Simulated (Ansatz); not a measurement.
BN

```cif
data_structure
_symmetry_space_group_name_H-M 'P 1'
_symmetry_Int_Tables_number 1
_cell_length_a 2.5064
_cell_length_b 2.5064
_cell_length_c 6.6168
_cell_angle_alpha 90.000
_cell_angle_beta 90.000
_cell_angle_gamma 120.000
_cell_volume 36.00
loop_
_atom_site_label
_atom_site_type_symbol
_atom_site_fract_x
_atom_site_fract_y
_atom_site_fract_z
_atom_site_occupancy
B1 B 0.33333 0.66667 0.25000 1
B2 B 0.66667 0.33333 0.75000 1
N1 N 0.33333 0.66667 0.75000 1
N2 N 0.66667 0.33333 0.25000 1
```

Space group P6₃/mmc.

These are results of DFT PBE+D3(BJ), scalar-relativistic, plane waves, PAW (Ansatz), not measurements.

What will maps of the valence pseudo-density and electron localisation function show?

Answer. B–N (1.45 Å): the density is about 1.8 e/Å³ at the midpoint; the ELF peaks at about 0.95 between the atoms: a shared but strongly polarised pair.

Does the calculation make it a metal, or give it a gap?

Answer. It is gapped, with a Kohn–Sham gap of 4.3 eV on the k-point mesh (the band edges may lie off the mesh, which would make the gap smaller).

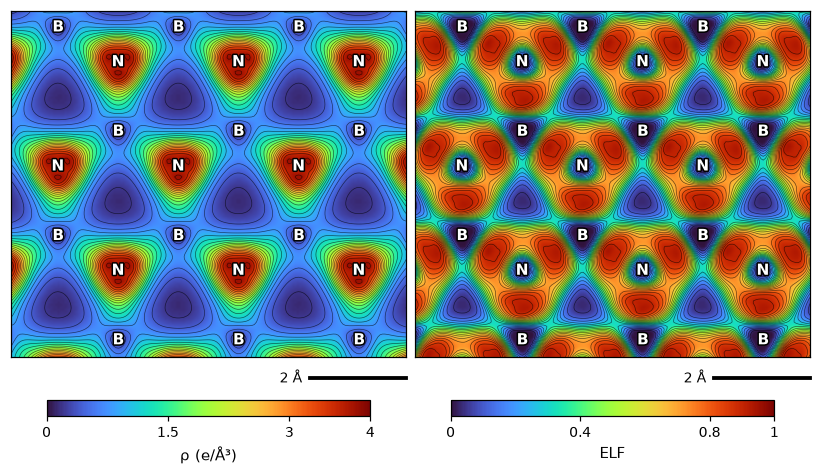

Computed valence pseudo-density and electron localisation function on the (001) plane of the conventional cell, in this order. 

The density is the valence pseudo-density of a PAW calculation; it isn't the true density close to the nuclei.
